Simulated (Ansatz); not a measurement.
## Electronic structure of Zn$_{7}$O$_{8}$ (cell charge −2, with a compensating background) (cell with a defect) in real space

The calculation's input:

```
crystal:
  lattice:
    - [0.0, 0.0, -5.2932739833]
    - [3.2794860218, -5.6802364126, 0.0]
    - [-6.5589720437, 0.0, 0.0]
  atoms:
    - { symbol: Zn, position: [0.5017234064, 0.6628264616, 0.3293638415] }
    - { symbol: Zn, position: [0.5016996229, 0.1670504706, 0.8337358532] }
    - { symbol: Zn, position: [0.5016942058, 0.6627366631, 0.8335380535] }
    - { symbol: Zn, position: [-0.0035041856, 0.3265132422, 0.1701472855] }
    - { symbol: Zn, position: [-0.0034581904, 0.8398028842, 0.1699715299] }
    - { symbol: Zn, position: [-0.0035173021, 0.3264114139, 0.6566982649] }
    - { symbol: Zn, position: [0.0019380368, 0.830948544, 0.6655971957] }
    - { symbol: O, position: [0.6255556332, 0.340094722, 0.1475912266], spin: 0.5 }
    - { symbol: O, position: [0.6352824414, 0.8044609395, 0.1539882936], spin: 0.5 }
    - { symbol: O, position: [0.6254551128, 0.3450704739, 0.6933415564], spin: 0.5 }
    - { symbol: O, position: [0.6202662404, 0.8308899352, 0.6655361729] }
    - { symbol: O, position: [0.1032206844, 0.1585654651, 0.3301975653], spin: 0.5 }
    - { symbol: O, position: [0.122647526, 0.6649037199, 0.3335299165] }
    - { symbol: O, position: [0.1226224726, 0.1629785102, 0.8316908511] }
    - { symbol: O, position: [0.1226460048, 0.6648276696, 0.8315361098] }
  host:
    lattice:
      - [3.2794860218, 0.0, 0.0]
      - [-1.6397430109, 2.8401182063, 0.0]
      - [0.0, 0.0, 5.2932739833]
    atoms:
      - { symbol: Zn, position: [0.3333333333, 0.6666666667, 0.4999685891] }
      - { symbol: Zn, position: [0.6666666667, 0.3333333333, -3.14109e-05] }
      - { symbol: O, position: [0.6666666667, 0.3333333333, 0.3790414109] }
      - { symbol: O, position: [0.3333333333, 0.6666666667, 0.8790414109] }
total_charge: -2
basis:
  ecutwfc: 420
  xc_grid: 2
kpoints:
  mp_grid: { grid: [3, 3, 3], shift: [0.0, 0.0, 0.0] }
hamiltonian:
  xc: pbe
scf:
  occupations: { method: gaussian, width: 0.01 }
output:
  forces: true
  stress: false
  eigenvalues: true
  populations: true
  charged_corrections:
    defect_position: [0.50003141, 0.16666667, 0.33333333]
    epsilon: [[10.5581, 0.0, 0.0], [0.0, 10.5581, 0.0], [0.0, 0.0, 11.5831]]
  write_density: true
  write_potential: true
  elf: true
  volumetric_format: npy
magnetization:
  spin_polarized: true
relax:
  adjacent_minimum: "off"
  f_tol: 0.025
  max_steps: 45
```

Run with:

```sh
ansatz run input.yaml --threads 2 --pin off --max-ram 5120MiB --backend cpu --events-out ev --progress --plain --runs-dir out
```

The fields are those of the relaxed geometry.

The program warned that a starting moment wasn't kept; spin-polarised, but the moments vanished.

These are results of DFT PBE, scalar-relativistic, plane waves, PAW (Ansatz), not measurements.

The density is the valence pseudo-density of a PAW calculation; it isn't the true density close to the nuclei.

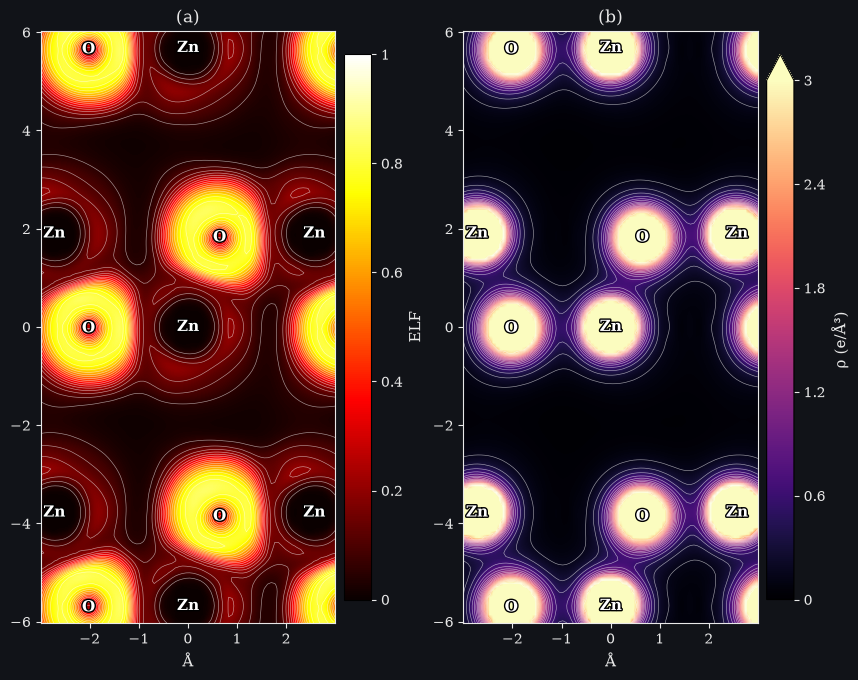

Figure 1. (a) ELF; (b) valence charge density (pseudo) on the (011) plane of the calculation cell.

Interpret the plot.

The plane passes through Zn and O nuclei.
Zn–O (1.93 Å): ρ at the midpoint is about 0.67 e/Å³; the ELF peaks at about 0.80 in the valence shell of O, 0.6 Å from its nucleus, and is about 0.25 at the midpoint: no shared electron pair shows on this line.
Zn–O (2.03 Å): ρ is about 0.55 e/Å³ halfway; the ELF peaks at about 0.85 in the valence shell of O, 0.6 Å from its nucleus, and is about 0.25 at the midpoint (no localised pair shows between them).
Between the atoms the lowest density in this plane is 0.02 e/Å³.

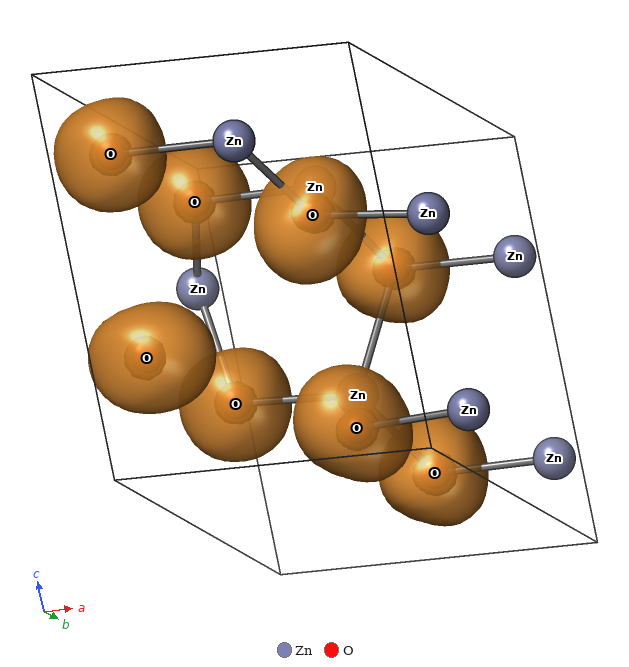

Figure 2. Isosurface of the electron localisation function at 0.65 (orange), seen at an oblique angle. Core shells and regions of very low density are left out. Sticks mark near contacts.

What do the ELF domains correspond to?

The ELF exceeds this value in eight regions wrapped around O (the valence shell of each), counted in one cell of 15 atoms. Regions shared between cells count once. Profiles from the grid: Zn–O (1.99 Å): the ELF peaks at about 0.85 in the valence shell of O, 0.6 Å from its nucleus, and is about 0.25 at the midpoint: no shared electron pair shows on this line.

Does the calculation make it a metal, or give it a gap?

It is gapped, with a Kohn–Sham gap of 0.67 eV on the k-point mesh, an upper bound to the gap of this method.
